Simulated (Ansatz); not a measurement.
## Geometry relaxation of MnAs (part 1 of 3)

- system: MnAs (P-6m2, 8 atoms in the cell)
- method: DFT PBE, scalar-relativistic, plane waves, PAW (Ansatz 0.2.0)

The structure derives from an entry of the Crystallography Open Database. The run did not end well. Figures and captions count atoms from 1; the log counts them from 0 in places.

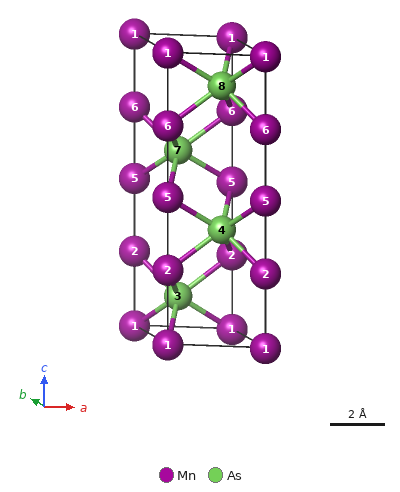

Figure 1. The input geometry (ball-and-stick view of the cell of the calculation, seen slightly off an axis; atoms are numbered from 1 in the order of the input). An atom can appear more than once, as a periodic image.

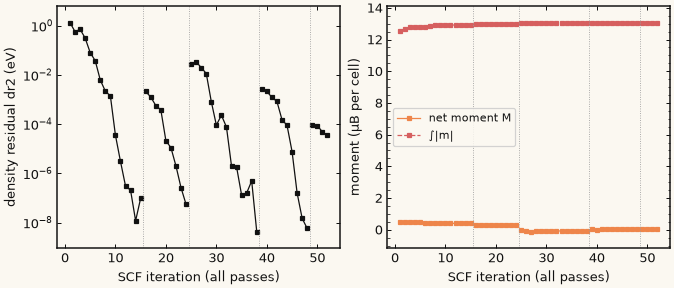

Figure 2. Convergence of the self-consistent field: density residual dr2 and magnetic moment against the SCF iteration. Dotted lines part the SCF passes that the log prints in full. The net moment goes from 0.5 to 0.0 μB per cell.

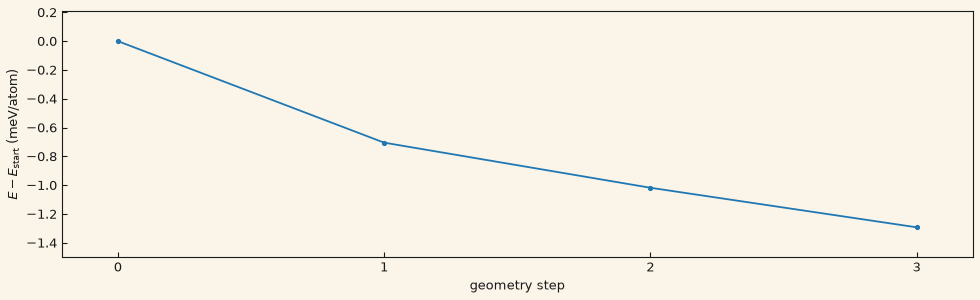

Figure 3. Progress of the relaxation, step by step (the first geometry is step 0 here and step 1 in the log).

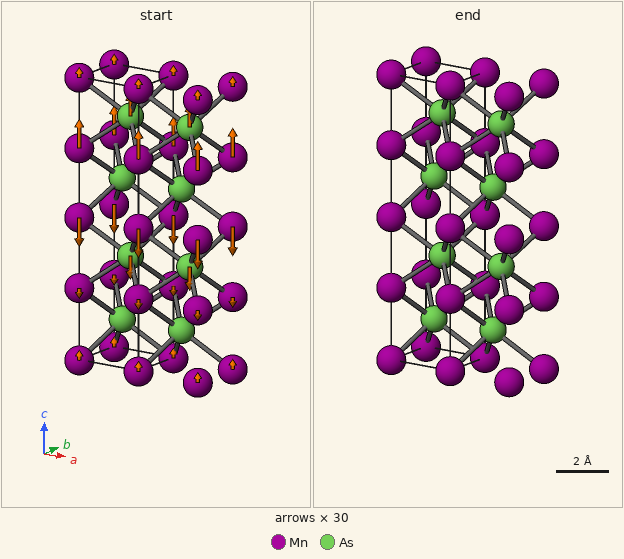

Figure 4. Before (left) and after (right) the relaxation, at one scale (ball-and-stick view of the cell of the calculation, repeated 2 × 1 × 1, seen slightly off an axis). The orange arrows give the displacements (without the part carried along by the change of the cell), magnified 30 times. The run was cut off at its time limit before the relaxation converged, so the last structure is only a point on the way. Over 3 geometry steps the energy falls by 1.3 meV per atom. The largest force component goes from 0.18 to 0.013 eV/Å. Pressure: −2.97 GPa at the start and −2.65 GPa at the end. The largest moves relative to the cell, 0.039 Å, are those of Mn5 and Mn6. By element the largest moves are Mn 0.039 Å, As 0.032 Å. The drawn cell changes at constant volume: a = b 3.694 → 3.675 Å (−0.5 %), c 11.091 → 11.203 Å (+1.0 %). Among the contacts that change: Mn5–As7 2.529 → 2.549 Å, Mn1–As8 2.546 → 2.535 Å, Mn1–As3 2.561 → 2.553 Å, As4–Mn5 2.539 → 2.534 Å. Among the angles that change: Mn5–As7–Mn6 65.0° → 67.3°. The space group stays P-6m2 (No. 187). (Atoms are counted from 1 in the order of the input.)

These pictures come from the run below.

The input
```yaml
crystal:
  lattice:
    - [3.6938448528, 0.0, 0.0]
    - [-1.8469224264, 3.1989634802, 0.0]
    - [0.0, 0.0, 11.0913241978]
  atoms:
    - { symbol: Mn, position: [0.0, 0.0, -0.0029191353], spin: 3.15 }
    - { symbol: Mn, position: [0.0, 0.0, 0.2529191353], spin: 3.15 }
    - { symbol: As, position: [0.3333333333, 0.6666666667, 0.125] }
    - { symbol: As, position: [0.6666666667, 0.3333333333, 0.3782493513] }
    - { symbol: Mn, position: [0.0, 0.0, 0.5024689005], spin: -2.86 }
    - { symbol: Mn, position: [0.0, 0.0, 0.7475310995], spin: -2.86 }
    - { symbol: As, position: [0.3333333333, 0.6666666667, 0.625] }
    - { symbol: As, position: [0.6666666667, 0.3333333333, 0.8717506487] }
basis:
  ecutwfc: 420
  ecutrho_ratio: 4
kpoints:
  mp_grid: { grid: [12, 12, 4] }
hamiltonian:
  xc: pbe
scf:
  occupations: { method: gaussian, width: 0.05 }
output:
  forces: true
  stress: true
  eigenvalues: true
  populations: true
magnetization:
  spin_polarized: true
relax:
  f_tol: 0.01
  max_steps: 40
  cell: { stress_tol: 0.1, fix: [volume] }
```

Command:
```bash
ansatz run input.yaml --threads 2 --pin off --max-ram 5120MiB --backend cpu --events-out ev --progress --plain --runs-dir out
```

What the program printed
```
Engine: ansatz 0.2.0, x86_64-unknown-linux-gnu
Pseudopotentials: kind: paw
Pseudopotential: Mn, paw, valence charge 15, recommended cutoff 420 eV (normal), Mn.paw.azcp
Pseudopotential: As, paw, valence charge 15, recommended cutoff 420 eV (normal), As.paw.azcp
Functional definition: PBE
  parameter kappa = 0.804
  parameter beta = 0.06672455060314922
  exchange = pbe_x(kappa = kappa, mu = beta*pi^2/3)
  correlation = pbe_c(beta = beta)
Crystal: 8 atoms, lattice volume = 131.060 Å³
Basis set: ecut = 420 eV, 2581 PW (Γ), exchange–correlation on 50×50×150 points (8 copies of the dense FFT grid, shifted against one another)
Bands: 80, of which v1, the nominal top of the filled ones, is band 60 counted from 1 (59 counted from 0)
Symmetry: 12 space group operations
Space group: P-6m2 (ITA 187), of the structure as read, at distance tolerance 5.1e-5 Å
Magnetic group: BNS 187.209 (UNI 1439), of the structure as read, at distance tolerance 5.1e-5 Å
k-points: 57 of 576 (time reversal used)
Non-local potential: Mn, projectors of the file, l = 0: 3, l = 1: 2, l = 2: 3, l = 3: 1
Non-local potential: As, projectors of the file, l = 0: 2, l = 1: 2, l = 2: 3, l = 3: 1
PAW form: soft (Blöchl's): semilocal exchange-correlation on the pseudo side does not see the compensation charge
PAW one-centre angular grid: Mn, 590 points (default); XC on 64 Gauss nodes
PAW one-centre angular grid: As, 590 points (default); XC on 64 Gauss nodes
Initial density: superposition of atomic densities (chi_scale 0.1, normalization cell)
Starting moments: Σ|m| = 12.02 μB on 4 of 8 sites
Initial wavefunctions: pseudopotential atomic-orbital guess
Functional: x = pbe(κ = 0.804, μ = 0.2195149727645171), c = pbe(β = 0.06672455060314922)
iter 1 solved again at ethr=1.11e-3 eV; its pass at ethr=3.10e-3 eV (dr2=1.33e0 eV) is discarded
SCF iter   1: F=—  HF=-35019.463346 eV  |F-HF|=—  |Δ(HF+E_count)|=         —  Δρ=2.45e-2 (↑2.45e-2 ↓2.37e-2)  dr2=1.34e0  dr2_m=3.19e-1  M=0.511 μB ∫|m|=12.522 μB  β_m=0.30  ethr=1.11e-3  ⟨swp⟩=1.8  Hψ=39382  notcnv=0
Mixer restart at iter 1: flushing history
preconditioner: auto → Kerker (q_TF=auto, 2.688 Å⁻¹)  [metal: Δε(μ)=0.003 eV  Ē_g=7.917 eV  σ=0.050 eV  W_gap=0.04  n_scr=50 (ndim 8)  ℏωp=22.5 eV  f_vac=0.000  D(μ)=5.41/eV (n_scr^D=50)]
spin=Collinear: Kerker preconditioning applied to the charge; magnetization (m = ρ↑ − ρ↓) channel mixes plain (no charge-response kernel on spin).
SCF iter   2: F=—  HF=-35019.376841 eV  |F-HF|=—  |Δ(HF+E_count)|=   8.65e-2  Δρ=1.82e-2 (↑1.77e-2 ↓1.82e-2)  dr2=5.71e-1  dr2_m=2.55e-1  M=0.503 μB ∫|m|=12.693 μB  β_m=0.46  ethr=1.11e-3  ⟨swp⟩=2.0  Hψ=12086  notcnv=0
SCF iter   3: F=—  HF=-35020.516719 eV  |F-HF|=—  |Δ(HF+E_count)|=    1.14e0  Δρ=1.43e-2 (↑1.35e-2 ↓1.43e-2)  dr2=7.19e-1  dr2_m=1.07e-1  M=0.497 μB ∫|m|=12.779 μB  β_m=0.73  ethr=4.76e-4  ⟨swp⟩=2.0  Hψ=11405  notcnv=0  defer=1092
SCF iter   4: F=—  HF=-35021.668469 eV  |F-HF|=—  |Δ(HF+E_count)|=    1.15e0  Δρ=6.17e-3 (↑5.45e-3 ↓6.17e-3)  dr2=3.15e-1  dr2_m=1.41e-3  M=0.488 μB ∫|m|=12.813 μB  β_m=0.86  ethr=4.76e-4  ⟨swp⟩=3.0  Hψ=13712  notcnv=0  defer=1331
SCF iter   5: F=—  HF=-35021.616717 eV  |F-HF|=—  |Δ(HF+E_count)|=   5.18e-2  Δρ=4.83e-3 (↑3.89e-3 ↓4.83e-3)  dr2=8.09e-2  dr2_m=4.60e-4  M=0.496 μB ∫|m|=12.779 μB  β_m=0.93  ethr=2.62e-4  ⟨swp⟩=2.6  Hψ=13456  notcnv=0  defer=1353
SCF iter   6: F=—  HF=-35021.631036 eV  |F-HF|=—  |Δ(HF+E_count)|=         —  Δρ=4.28e-3 (↑4.28e-3 ↓1.83e-3)  dr2=3.77e-2  dr2_m=2.25e-3  M=0.431 μB ∫|m|=12.818 μB  β_m=0.93  ethr=6.74e-5  ⟨swp⟩=2.5  Hψ=14128  notcnv=0  defer=1354
SCF iter   7: F=—  HF=-35021.629498 eV  |F-HF|=—  |Δ(HF+E_count)|=   1.54e-3  Δρ=1.25e-3 (↑1.25e-3 ↓7.66e-4)  dr2=6.22e-3  dr2_m=1.84e-4  M=0.434 μB ∫|m|=12.868 μB  β_m=0.84  ethr=3.14e-5  ⟨swp⟩=2.0  Hψ=16088  notcnv=0  defer=1354
SCF iter   8: F=—  HF=-35021.630153 eV  |F-HF|=—  |Δ(HF+E_count)|=   6.55e-4  Δρ=9.18e-4 (↑9.18e-4 ↓5.70e-4)  dr2=2.19e-3  dr2_m=2.97e-4  M=0.413 μB ∫|m|=12.884 μB  β_m=0.92  ethr=5.19e-6  ⟨swp⟩=2.9  Hψ=16270  notcnv=0  defer=1354
SCF iter   9: F=—  HF=-35021.630752 eV  |F-HF|=—  |Δ(HF+E_count)|=   5.99e-4  Δρ=6.26e-4 (↑6.26e-4 ↓4.58e-4)  dr2=1.40e-3  dr2_m=1.43e-5  M=0.406 μB ∫|m|=12.896 μB  β_m=0.92  ethr=1.82e-6  ⟨swp⟩=2.0  Hψ=12774  notcnv=0  defer=1354
SCF iter  10: F=—  HF=-35021.630832 eV  |F-HF|=—  |Δ(HF+E_count)|=   7.99e-5  Δρ=8.99e-5 (↑6.72e-5 ↓8.99e-5)  dr2=3.55e-5  dr2_m=2.88e-7  M=0.400 μB ∫|m|=12.911 μB  β_m=0.96  ethr=1.17e-6  ⟨swp⟩=2.1  Hψ=11534  notcnv=0  defer=1354
SCF iter  11: F=—  HF=-35021.630836 eV  |F-HF|=—  |Δ(HF+E_count)|=   3.42e-6  Δρ=3.03e-5 (↑1.20e-5 ↓3.03e-5)  dr2=3.06e-6  dr2_m=3.01e-7  M=0.399 μB ∫|m|=12.913 μB  β_m=0.88  ethr=2.96e-8  ⟨swp⟩=2.1  Hψ=14163  notcnv=0  defer=1352
SCF iter  12: F=—  HF=-35021.630835 eV  |F-HF|=—  |Δ(HF+E_count)|=   4.68e-7  Δρ=1.26e-5 (↑5.14e-6 ↓1.26e-5)  dr2=3.06e-7  dr2_m=7.04e-8  M=0.399 μB ∫|m|=12.913 μB  β_m=0.94  ethr=2.55e-9  ⟨swp⟩=2.0  Hψ=13898  notcnv=0  defer=1352
SCF iter  13: F=—  HF=-35021.630835 eV  |F-HF|=—  |Δ(HF+E_count)|=   1.51e-7  Δρ=6.94e-6 (↑6.94e-6 ↓6.26e-6)  dr2=2.05e-7  dr2_m=8.45e-9  M=0.399 μB ∫|m|=12.913 μB  β_m=0.97  ethr=2.55e-10  ⟨swp⟩=2.0  Hψ=14807  notcnv=0  defer=1352
SCF iter  14: F=—  HF=-35021.630835 eV  |F-HF|=—  |Δ(HF+E_count)|=   2.25e-8  Δρ=2.38e-6 (↑2.38e-6 ↓1.37e-6)  dr2=1.18e-8  dr2_m=2.39e-9  M=0.399 μB ∫|m|=12.913 μB  β_m=0.79  ethr=1.71e-10  ⟨swp⟩=2.0  Hψ=14130  notcnv=0  defer=1352
SCF iter  15: F=-35021.630835 eV  HF=-35021.630835 eV  |F-HF|=8.90e-8  |Δ(HF+E_count)|=   8.51e-9  Δρ=3.94e-6 (↑3.94e-6 ↓2.83e-6)  dr2=9.71e-8  dr2_m=1.08e-9  M=0.399 μB ∫|m|=12.913 μB  ethr=9.80e-12  ⟨swp⟩=7.1  Hψ=37196  notcnv=0
SCF 1 converged in 15 iterations: F = -35021.630835 eV  dr2 = 9.71e-8
  greatest PAW one-centre occupation: 1.002 electrons in one spin orbital (limit 2), on the Mn atom at site 1 (counted from 0), in its partial waves of l = 1
relax step   1: F+E_penalty+E_count = -35021.63083522 eV  Δ(F+E_penalty+E_count) = +0.000e0 eV  max|allowed force component| = 1.804e-1 eV/Å  Δτ_max = 0.0000 Å  P = -2.966 GPa  Ω = 131.060 Å³  fix = [volume]  reactions: volume -2.966 GPa  (15 SCF iters, dr2 threshold 1.00e-7 eV, accepted)
Initial density: handed on by an earlier stage of this run
Starting moments: Σ|m| = 12.02 μB on 4 of 8 sites; this step starts from the density that it was given
Initial wavefunctions: those handed on with the density
iter 1 solved again at ethr=1.80e-6 eV; its pass at ethr=3.10e-3 eV (dr2=2.16e-3 eV) is discarded
SCF iter   1: F=—  HF=-35021.636073 eV  |F-HF|=—  |Δ(HF+E_count)|=         —  Δρ=2.10e-3 (↑1.74e-3 ↓2.10e-3)  dr2=2.12e-3  dr2_m=4.13e-3  M=0.312 μB ∫|m|=12.967 μB  β_m=0.65  ethr=1.80e-6  ⟨swp⟩=2.0  Hψ=37957  notcnv=0
preconditioner: auto → Kerker (q_TF=auto, 2.015 Å⁻¹)  [metal: Δε(μ)=0.007 eV  Ē_g=7.983 eV  σ=0.050 eV  W_gap=0.08  n_scr=12 (ndim 8)  ℏωp=22.5 eV  f_vac=0.001  D(μ)=4.90/eV (n_scr^D=50)]
spin=Collinear: Kerker preconditioning applied to the charge; magnetization (m = ρ↑ − ρ↓) channel mixes plain (no charge-response kernel on spin).
SCF iter   2: F=—  HF=-35021.636100 eV  |F-HF|=—  |Δ(HF+E_count)|=   2.72e-5  Δρ=8.89e-4 (↑8.89e-4 ↓5.45e-4)  dr2=1.26e-3  dr2_m=5.37e-4  M=0.311 μB ∫|m|=12.969 μB  β_m=0.63  ethr=1.77e-6  ⟨swp⟩=2.0  Hψ=16213  notcnv=0
SCF iter   3: F=—  HF=-35021.636534 eV  |F-HF|=—  |Δ(HF+E_count)|=   4.33e-4  Δρ=5.92e-4 (↑4.57e-4 ↓5.92e-4)  dr2=5.68e-4  dr2_m=2.93e-4  M=0.295 μB ∫|m|=12.978 μB  β_m=0.67  ethr=1.05e-6  ⟨swp⟩=2.0  Hψ=16024  notcnv=0
SCF iter   4: F=—  HF=-35021.636482 eV  |F-HF|=—  |Δ(HF+E_count)|=   5.18e-5  Δρ=1.22e-4 (↑1.22e-4 ↓1.20e-4)  dr2=3.78e-4  dr2_m=4.67e-6  M=0.291 μB ∫|m|=12.980 μB  β_m=0.83  ethr=4.73e-7  ⟨swp⟩=2.0  Hψ=14742  notcnv=0
SCF iter   5: F=—  HF=-35021.636456 eV  |F-HF|=—  |Δ(HF+E_count)|=   2.58e-5  Δρ=6.80e-5 (↑5.87e-5 ↓6.80e-5)  dr2=2.12e-5  dr2_m=3.14e-7  M=0.286 μB ∫|m|=12.983 μB  β_m=0.81  ethr=3.15e-7  ⟨swp⟩=2.0  Hψ=11068  notcnv=0
SCF iter   6: F=—  HF=-35021.636468 eV  |F-HF|=—  |Δ(HF+E_count)|=   1.20e-5  Δρ=3.48e-5 (↑3.48e-5 ↓2.97e-5)  dr2=1.10e-5  dr2_m=6.48e-8  M=0.288 μB ∫|m|=12.982 μB  β_m=0.77  ethr=1.77e-8  ⟨swp⟩=2.0  Hψ=13282  notcnv=0
SCF iter   7: F=—  HF=-35021.636472 eV  |F-HF|=—  |Δ(HF+E_count)|=   3.71e-6  Δρ=1.70e-5 (↑1.01e-5 ↓1.70e-5)  dr2=1.97e-6  dr2_m=9.51e-8  M=0.289 μB ∫|m|=12.982 μB  β_m=0.88  ethr=9.17e-9  ⟨swp⟩=2.4  Hψ=12824  notcnv=0
SCF iter   8: F=—  HF=-35021.636473 eV  |F-HF|=—  |Δ(HF+E_count)|=   1.05e-6  Δρ=5.86e-6 (↑4.50e-6 ↓5.86e-6)  dr2=2.59e-7  dr2_m=3.07e-9  M=0.289 μB ∫|m|=12.982 μB  β_m=0.84  ethr=1.64e-9  ⟨swp⟩=2.0  Hψ=11019  notcnv=0
SCF iter   9: F=-35021.636473 eV  HF=-35021.636473 eV  |F-HF|=5.07e-8  |Δ(HF+E_count)|=   9.14e-8  Δρ=3.95e-6 (↑3.56e-6 ↓3.95e-6)  dr2=5.44e-8  dr2_m=7.58e-9  M=0.289 μB ∫|m|=12.982 μB  ethr=2.16e-10  ⟨swp⟩=2.1  Hψ=25972  notcnv=0
SCF 2 converged in 9 iterations: F = -35021.636473 eV  dr2 = 5.44e-8
  greatest PAW one-centre occupation: 1.002 electrons in one spin orbital (limit 2), on the Mn atom at site 0 (counted from 0), in its partial waves of l = 1
relax step   2: F+E_penalty+E_count = -35021.63647281 eV  Δ(F+E_penalty+E_count) = -5.638e-3 eV  max|allowed force component| = 1.080e-1 eV/Å  Δτ_max = 0.0134 Å  P = -2.788 GPa  Ω = 131.060 Å³  fix = [volume]  reactions: volume -2.788 GPa  (9 SCF iters, dr2 threshold 8.00e-7 eV, accepted)
Basis set: ecut = 420 eV, 2545 PW (Γ), exchange–correlation on 50×50×150 points (8 copies of the dense FFT grid, shifted against one another)
iter 1 solved again at ethr=2.40e-5 eV; its pass at ethr=3.10e-3 eV (dr2=2.87e-2 eV) is discarded
```
